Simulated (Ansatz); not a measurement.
Run report: KCl, geometry relaxation (part 1 of 2)

KCl (slab, 24 atoms in the cell), computed with DFT PBE, scalar-relativistic, plane waves, PAW, no spin polarisation (Ansatz 0.2.0).

The structure derives from an entry of the Crystallography Open Database. The input holds or restrains some coordinates. Forces given for the steps count only the free coordinates. It belongs to a series of runs on one base structure; here: clean slab, lower planes held. Figures and captions count atoms from 1; the log counts them from 0 in places.

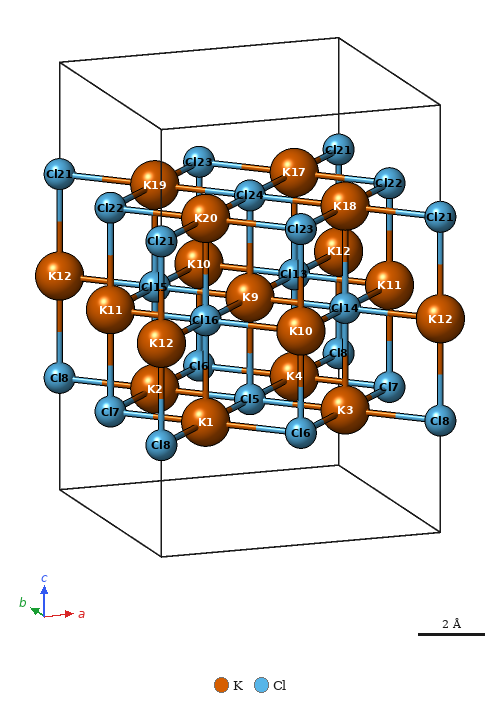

Fig. 1: The structure as given in the input (ball-and-stick view of the cell of the calculation, with the vacuum cut short, seen slightly off an axis; atoms are numbered from 1 in the order of the input). An atom can appear more than once, as a periodic image. Near neighbours in the periodic cell (some may lie outside the picture): K has 5 Cl at 3.19 Å; Cl has 5 K at 3.19 Å; K has 6 Cl at 3.19 Å; Cl has 6 K at 3.19 Å.

**The input**
```yaml
crystal:
  lattice:
    - [9.0220712572, 0.0, 0.0]
    - [0.0, 9.0220712572, 0.0]
    - [0.0, 0.0, 22.3795677663]
  atoms:
    - { symbol: K, position: [0.25, 0.25, 0.3574689236] }
    - { symbol: K, position: [0.25, 0.75, 0.3574689236] }
    - { symbol: K, position: [0.75, 0.25, 0.3574689236] }
    - { symbol: K, position: [0.75, 0.75, 0.3574689236] }
    - { symbol: Cl, position: [0.5, 0.5, 0.3574689236] }
    - { symbol: Cl, position: [0.5, 0.0, 0.3574689236] }
    - { symbol: Cl, position: [0.0, 0.5, 0.3574689236] }
    - { symbol: Cl, position: [0.0, 0.0, 0.3574689236] }
    - { symbol: K, position: [0.5, 0.5, 0.5] }
    - { symbol: K, position: [0.5, 0.0, 0.5] }
    - { symbol: K, position: [0.0, 0.5, 0.5] }
    - { symbol: K, position: [0.0, 0.0, 0.5] }
    - { symbol: Cl, position: [0.75, 0.75, 0.5] }
    - { symbol: Cl, position: [0.75, 0.25, 0.5] }
    - { symbol: Cl, position: [0.25, 0.75, 0.5] }
    - { symbol: Cl, position: [0.25, 0.25, 0.5] }
    - { symbol: K, position: [0.75, 0.75, 0.6425310764] }
    - { symbol: K, position: [0.75, 0.25, 0.6425310764] }
    - { symbol: K, position: [0.25, 0.75, 0.6425310764] }
    - { symbol: K, position: [0.25, 0.25, 0.6425310764] }
    - { symbol: Cl, position: [0.0, 0.0, 0.6425310764] }
    - { symbol: Cl, position: [0.0, 0.5, 0.6425310764] }
    - { symbol: Cl, position: [0.5, 0.0, 0.6425310764] }
    - { symbol: Cl, position: [0.5, 0.5, 0.6425310764] }
basis:
  ecutwfc: 420
kpoints:
  mp_grid: { grid: [2, 2, 1] }
hamiltonian:
  xc: pbe
scf:
  occupations: { method: gaussian, width: 0.05 }
output:
  forces: true
  eigenvalues: true
  write_density: true
  write_potential: true
  elf: true
  volumetric_format: npy
relax:
  adjacent_minimum: "off"
  f_tol: 0.03
  max_steps: 70
  constraints: [{ sites: [0, 1, 2, 3, 4, 5, 6, 7] }]
efield:
  axis: 3
  dipole_correction: true
  ramp_width: 0.04
```

Launch command:
```bash
ansatz run input.yaml --threads 4 --pin off --max-ram 12288MiB --backend cpu --events-out ev --progress --plain --runs-dir out
```

**What the program printed**
```
Engine: ansatz 0.2.0, x86_64-unknown-linux-gnu
Pseudopotentials: kind: paw
Pseudopotential: K, paw, valence charge 9, recommended cutoff 420 eV (normal), K.paw.azcp
Pseudopotential: Cl, paw, valence charge 7, recommended cutoff 420 eV (normal), Cl.paw.azcp
Functional definition: PBE
  parameter kappa = 0.804
  parameter beta = 0.06672455060314922
  exchange = pbe_x(kappa = kappa, mu = beta*pi^2/3)
  correlation = pbe_c(beta = beta)
Crystal: 24 atoms, lattice volume = 1821.647 Å³
Basis set: ecut = 420 eV, 35543 PW (Γ), exchange–correlation on 128×128×300 points (8 copies of the dense FFT grid, shifted against one another)
Bands: 120, of which v1, the nominal top of the filled ones, is band 96 counted from 1 (95 counted from 0)
Symmetry: 32 space group operations
k-points: 3 of 4
Non-local potential: K, projectors of the file, l = 0: 3, l = 1: 2, l = 2: 2
Non-local potential: Cl, projectors of the file, l = 0: 2, l = 1: 2, l = 2: 2
PAW form: soft (Blöchl's): semilocal exchange-correlation on the pseudo side does not see the compensation charge
PAW one-centre angular grid: K, 110 points (default); XC on 64 Gauss nodes
PAW one-centre angular grid: Cl, 110 points (default); XC on 64 Gauss nodes
Initial density: superposition of atomic densities (neutral atoms: chi_scale 0, normalization atom), corrected by the library's trained network
Initial wavefunctions: pseudopotential atomic-orbital guess
Functional: x = pbe(κ = 0.804, μ = 0.2195149727645171), c = pbe(β = 0.06672455060314922)
SCF iter   1: F=—  HF=-31453.480930 eV  |F-HF|=—  |Δ(HF+E_count)|=         —  Δρ=3.60e-4  dr2=4.52e-3  ethr=1.77e-3  p=0.000 e·Å  D=2.54e-14 V/Å  ΔV_dip=-0.00 eV  dr2_dipole=3.64e-9  V_vac-E_F(+/−)=3.61/3.61 eV  ⟨swp⟩=11.7  Hψ=1620  notcnv=0  defer=6
efield: sawtooth ramp at fractional position 0.9800 (placed from the atoms, in the widest stretch of the axis that holds none; the zero of the levels goes with the place), width 0.0400; the density the first Hamiltonian is built on has a dipole p = 0.000 e·Å; the dipole correction subtracts the counter field D = 2.54e-14 V/Å, which shifts the + side's vacuum level by -0.00 eV against the − side's; the planar-averaged density in the ramp window peaks in size at 4.3e-6 e/Å³
preconditioner: auto → Resta (q_TF=auto, 1.875 Å⁻¹)  ε∞=1.7  [insulator: Δε(μ)=4.849 eV  Ē_g=13.520 eV  σ=0.050 eV  W_gap=1.00  n_scr=200 (ndim 8)  ℏωp=11.3 eV  f_vac=0.561  D(μ)=0.00/eV (n_scr^D=0)  ε∞_Penn≈1.7  vacuum switching on, ρ_ref=1.3e-2 e/Å³]
SCF iter   2: F=—  HF=-31453.485190 eV  |F-HF|=—  |Δ(HF+E_count)|=   4.26e-3  Δρ=1.36e-4  dr2=4.52e-4  ethr=2.35e-6  p=-0.000 e·Å  D=-8.44e-6 V/Å  ΔV_dip=0.00 eV  dr2_dipole=3.62e-9  V_vac-E_F(+/−)=3.65/3.65 eV  ⟨swp⟩=2.7  Hψ=727  notcnv=0  defer=47
SCF iter   3: F=—  HF=-31453.486092 eV  |F-HF|=—  |Δ(HF+E_count)|=   9.01e-4  Δρ=5.50e-5  dr2=5.22e-5  ethr=2.35e-7  p=0.000 e·Å  D=4.26e-6 V/Å  ΔV_dip=-0.00 eV  dr2_dipole=9.11e-10  V_vac-E_F(+/−)=3.66/3.66 eV  ⟨swp⟩=2.0  Hψ=582  notcnv=0  defer=47
SCF iter   4: F=—  HF=-31453.486281 eV  |F-HF|=—  |Δ(HF+E_count)|=   1.90e-4  Δρ=1.85e-5  dr2=6.29e-6  ethr=1.17e-8  p=-0.000 e·Å  D=-7.73e-7 V/Å  ΔV_dip=0.00 eV  dr2_dipole=3.57e-11  V_vac-E_F(+/−)=3.66/3.66 eV  ⟨swp⟩=24.3  Hψ=3551  notcnv=0
iter 5 did not close the SCF: its close was put off for the readings that it lacked (scf_convergence_deferred on its scf_iter line)
SCF iter   5: F=-31453.486317 eV  HF=-31453.486316 eV  |F-HF|=4.56e-7  |Δ(HF+E_count)|=   3.49e-5  Δρ=2.82e-6  dr2=9.83e-8  ethr=3.28e-9  p=0.000 e·Å  D=2.73e-7 V/Å  ΔV_dip=-0.00 eV  dr2_dipole=3.55e-12  V_vac-E_F(+/−)=3.66/3.66 eV  ⟨swp⟩=2.0  Hψ=423  notcnv=0
SCF iter   6: F=-31453.486317 eV  HF=-31453.486317 eV  |F-HF|=7.08e-8  |Δ(HF+E_count)|=   4.08e-7  Δρ=7.87e-7  dr2=1.34e-8  ethr=5.12e-11  p=-0.000 e·Å  D=-1.92e-7 V/Å  ΔV_dip=0.00 eV  dr2_dipole=1.92e-12  V_vac-E_F(+/−)=3.66/3.66 eV  ⟨swp⟩=12.0  Hψ=2565  notcnv=0
SCF 1 converged in 6 iterations: F = -31453.486317 eV  dr2 = 1.34e-8
  greatest PAW one-centre occupation: 0.987 electrons in one spin orbital (limit 2), on the K atom at site 11 (counted from 0), in its partial waves of l = 0
relax step   1: F+E_penalty+E_count = -31453.48631670 eV  Δ(F+E_penalty+E_count) = +0.000e0 eV  max|allowed force component| = 7.079e-2 eV/Å  Δτ_max = 0.0000 Å  (6 SCF iters, dr2 threshold 2.25e-5 eV, accepted)
Initial density: handed on by an earlier stage of this run
Initial wavefunctions: those handed on with the density
iter 1 solved again at ethr=2.45e-6 eV; its pass at ethr=3.10e-3 eV (dr2=4.71e-3 eV) is discarded
SCF iter   1: F=—  HF=-31453.491387 eV  |F-HF|=—  |Δ(HF+E_count)|=         —  Δρ=2.14e-4  dr2=4.37e-3  ethr=2.45e-6  p=-0.000 e·Å  D=-2.09e-7 V/Å  ΔV_dip=0.00 eV  dr2_dipole=4.22e-4  V_vac-E_F(+/−)=3.65/3.65 eV  ⟨swp⟩=2.0  Hψ=1012  notcnv=0  defer=53
efield: sawtooth ramp at fractional position 0.9800 (handed on by an earlier solve), width 0.0400; the density the first Hamiltonian is built on has a dipole p = -0.000 e·Å; the dipole correction subtracts the counter field D = -2.09e-7 V/Å, which shifts the + side's vacuum level by +0.00 eV against the − side's; the planar-averaged density in the ramp window peaks in size at 1.0e-7 e/Å³
preconditioner: auto → Resta (q_TF=auto, 1.875 Å⁻¹)  ε∞=1.7  [insulator: Δε(μ)=4.893 eV  Ē_g=13.555 eV  σ=0.050 eV  W_gap=1.00  n_scr=200 (ndim 8)  ℏωp=11.3 eV  f_vac=0.562  D(μ)=0.00/eV (n_scr^D=0)  ε∞_Penn≈1.7  vacuum switching on, ρ_ref=1.3e-2 e/Å³]
SCF iter   2: F=—  HF=-31453.491745 eV  |F-HF|=—  |Δ(HF+E_count)|=   3.58e-4  Δρ=1.41e-4  dr2=7.43e-4  ethr=2.28e-6  p=-0.035 e·Å  D=-3.49e-3 V/Å  ΔV_dip=0.08 eV  dr2_dipole=5.32e-5  V_vac-E_F(+/−)=3.73/3.65 eV  ⟨swp⟩=2.3  Hψ=519  notcnv=0  defer=53
SCF iter   3: F=—  HF=-31453.492357 eV  |F-HF|=—  |Δ(HF+E_count)|=   6.13e-4  Δρ=4.66e-5  dr2=7.84e-5  ethr=3.87e-7  p=-0.055 e·Å  D=-5.49e-3 V/Å  ΔV_dip=0.12 eV  dr2_dipole=5.01e-6  V_vac-E_F(+/−)=3.77/3.65 eV  ⟨swp⟩=2.0  Hψ=550  notcnv=0  defer=53
SCF iter   4: F=—  HF=-31453.493209 eV  |F-HF|=—  |Δ(HF+E_count)|=   8.52e-4  Δρ=1.36e-5  dr2=3.11e-6  ethr=4.09e-8  p=-0.062 e·Å  D=-6.20e-3 V/Å  ΔV_dip=0.14 eV  dr2_dipole=4.38e-9  V_vac-E_F(+/−)=3.79/3.65 eV  ⟨swp⟩=2.0  Hψ=581  notcnv=0  defer=55
SCF iter   5: F=—  HF=-31453.493210 eV  |F-HF|=—  |Δ(HF+E_count)|=   1.11e-6  Δρ=2.62e-6  dr2=1.62e-7  ethr=1.62e-9  p=-0.063 e·Å  D=-6.21e-3 V/Å  ΔV_dip=0.14 eV  dr2_dipole=4.72e-9  V_vac-E_F(+/−)=3.79/3.65 eV  ⟨swp⟩=2.3  Hψ=469  notcnv=0  defer=55
SCF iter   6: F=-31453.493210 eV  HF=-31453.493210 eV  |F-HF|=1.10e-9  |Δ(HF+E_count)|=   2.54e-9  Δρ=6.47e-7  dr2=7.99e-9  ethr=5.21e-11  p=-0.062 e·Å  D=-6.20e-3 V/Å  ΔV_dip=0.14 eV  dr2_dipole=2.60e-10  V_vac-E_F(+/−)=3.79/3.65 eV  ⟨swp⟩=21.0  Hψ=2818  notcnv=0
SCF 2 converged in 6 iterations: F = -31453.493210 eV  dr2 = 7.99e-9
relax step   2: F+E_penalty+E_count = -31453.49320988 eV  Δ(F+E_penalty+E_count) = -6.893e-3 eV  max|allowed force component| = 9.937e-3 eV/Å  Δτ_max = 0.0426 Å  (6 SCF iters, accepted)
```

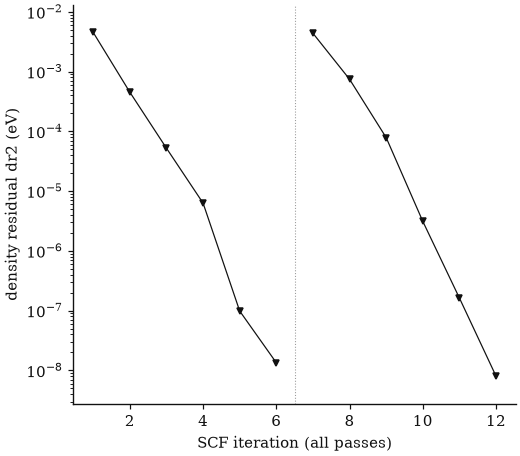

Fig. 2: Convergence of the self-consistent field: density residual dr2 against the SCF iteration. The dotted lines part the SCF passes of the relaxation: geometry steps, rejected trials and re-solves on a re-selected basis. The passes take 6 and 6 iterations.

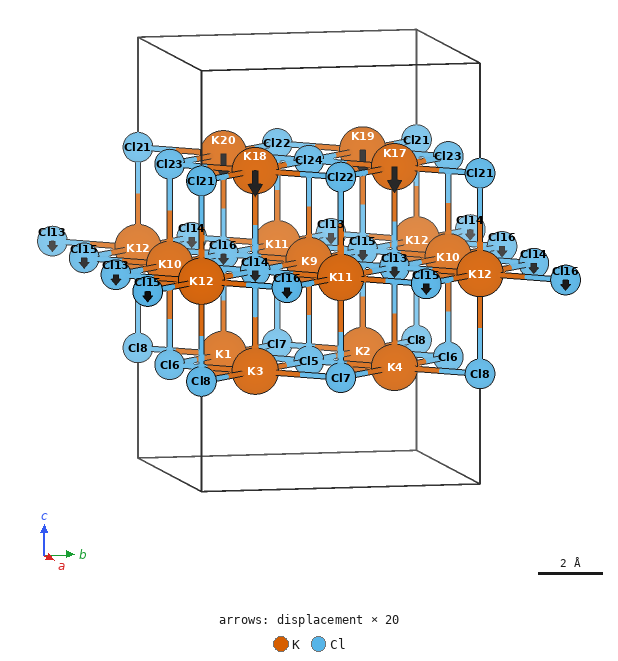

Fig. 3: The starting structure with the displacements as black arrows, magnified 20 times (ball-and-stick view of the cell of the calculation, with the vacuum cut short, with bonded neighbours outside it, seen slightly off an axis). The largest moves, 0.043 Å, are those of K17, K18, K19 and K20. Largest moves by element: K 0.043 Å, Cl 0.018 Å. The cell doesn't change. Among the contacts that change: Cl13–K17 3.190 → 3.165 Å, K1–Cl16 3.190 → 3.172 Å, K10–Cl23 3.190 → 3.197 Å. The energy falls by 0.3 meV per atom in 1 geometry step. Largest force component: 0.071 eV/Å at the start, 0.0099 eV/Å at the end. (Atoms are counted from 1 in the order of the input.)

```
WARN: The output density's exchange-correlation potential varies sharply where the density is thin. Do not read a vacuum level from v_tot or v_xc, or from such a field of the output density. On a cell that repeats whose density bears no net charge and no dipole along the vacuum's axis use v_es (v_loc + v_h of the components); under efield.dipole_correction with no amplitude use v_es + v_field, which holds any external_charges[].barrier, or the levels of the report's work_function block, which leave it out; under a non-zero efield.amplitude the vacuum is tilted and has no level; on a cell that repeats and bears such a dipole with no correction it is tilted too, and efield.dipole_correction with no amplitude gives each side of its ramp a level where efield: is served; in a cell that repeats whose density bears a net charge (total_charge, or a fill off its count) it is curved and has none; of a slab under crystal.periodic whose density bears no net charge use v_es, which has a level on each side, short of where the two are joined; of another it falls or rises all the way out and has none; of a slab beside external_charges read slab_vacuum_level instead, which it has where they leave it neutral. The grid or the basis barely resolves most such structure, and the values can differ between equally converged runs; as a rule a tighter scf.convergence.dr2_threshold does not remove it. Where the density itself ripples (under the LDA too) a higher basis.ecutwfc lessens it. The files hold the spikes' plane waves up to the density's cutoff. Files: v_tot_of_output_density and the like, and their columns of v_z.tsv (output.write_potential); v_xc_of_output_density and the like, and their columns of v_comp_z.tsv (output.write_potential_components). Measured: with its Gaussian average of σ = 0.25 Å subtracted twice, the exchange-correlation potential is over 0.1 eV at 16 of the grid points where the equally averaged density (valence and model cores) is under 1e-3 e/Å³, and 0.102 eV at the most among them, at an averaged density of 1.0e-3 e/Å³. The input density's (outcome.potential() and, of a run that writes arrays, v_tot and v_xc) is over 0.1 eV, so measured, at 16 points of its own thin density, 0.100 eV at the most. See output.write_potential in the manual, Limitations
SCF converged after 6 iterations
Free energy (F): -31453.493210 eV
Harris-Foulkes:  -31453.493210 eV  (|F-HF|=1.10e-9)
Internal energy: -31453.493210 eV  (E = F + TS)
E sigma→0 (E₀):  -31453.493210 eV
Fermi energy:    -0.799759 eV
Dipole field:    D = -0.006210 V/Å  (p = -0.062512 e·Å, saw-weighted, corrected)
Work function:   Φ+ = 3.7875 eV   Φ− = 3.6485 eV
Levels:          The Fermi level and band energies are counted from a zero that moves with the ramp; work functions are not
--- Per-component energies (eV) ---
  E_band       = -2387.165295
  E_kinetic    = 4984.904131
  E_local      = -63888.136473  (includes V_loc(G=0)·N_el)
  E_nonlocal   = 491.742846
  E_hartree    = 29892.262697
  E_xc         = -2914.741417
  E_vxc        = -3451.687289  (∫ρ·V_xc dr)
  E_paw        = -17293.493644  (= ΣΔE_a)
  E_vpaw       = -308.505031  (= ΣTr[D̂ρ^β])
  E_aug_tail   = 0.001030  (compensation charges beyond the density's cutoff)
  E_efield     = 0.000194  (sawtooth field / dipole correction)
  E_vefield    = -0.010471  (∫n·V_field dr)
  E_ewald      = 17273.967428
  E_smearing   = -0.000000  (= −TS)
  E_closure    = -0.000000  (closes the sum)
  Σ components = -31453.493210   (vs F -31453.493210, Δ=0.00e0)
--- Forces (eV/Å), atoms counted from 1 ---
  atom   1  K     -0.00000000    -0.00000000     0.05627602
  atom   2  K     -0.00000000     0.00000000     0.05627602
  atom   3  K     -0.00000000     0.00000000     0.05627602
  atom   4  K     -0.00000000     0.00000000     0.05627602
  atom   5  Cl     0.00000000     0.00000000    -0.03840834
  atom   6  Cl    -0.00000000    -0.00000000    -0.03840834
  atom   7  Cl    -0.00000000     0.00000000    -0.03840834
  atom   8  Cl     0.00000000     0.00000000    -0.03840834
  atom   9  K      0.00000000    -0.00000000    -0.00867827
  atom  10  K      0.00000000     0.00000000    -0.00867827
  atom  11  K     -0.00000000     0.00000000    -0.00867827
  atom  12  K      0.00000000     0.00000000    -0.00867827
  atom  13  Cl    -0.00000000     0.00000000     0.00768699
  atom  14  Cl     0.00000000     0.00000000     0.00768699
  atom  15  Cl     0.00000000     0.00000000     0.00768699
  atom  16  Cl     0.00000000    -0.00000000     0.00768699
  atom  17  K     -0.00000000    -0.00000000    -0.00692449
  atom  18  K     -0.00000000    -0.00000000    -0.00692449
  atom  19  K      0.00000000     0.00000000    -0.00692449
  atom  20  K      0.00000000     0.00000000    -0.00692449
  atom  21  Cl     0.00000000     0.00000000    -0.00993747
  atom  22  Cl     0.00000000    -0.00000000    -0.00993747
  atom  23  Cl     0.00000000    -0.00000000    -0.00993747
  atom  24  Cl     0.00000000    -0.00000000    -0.00993747
  max |Σ_I F_I| component: 5.77e-5 eV/Å
--- Band table (eV) ---
```
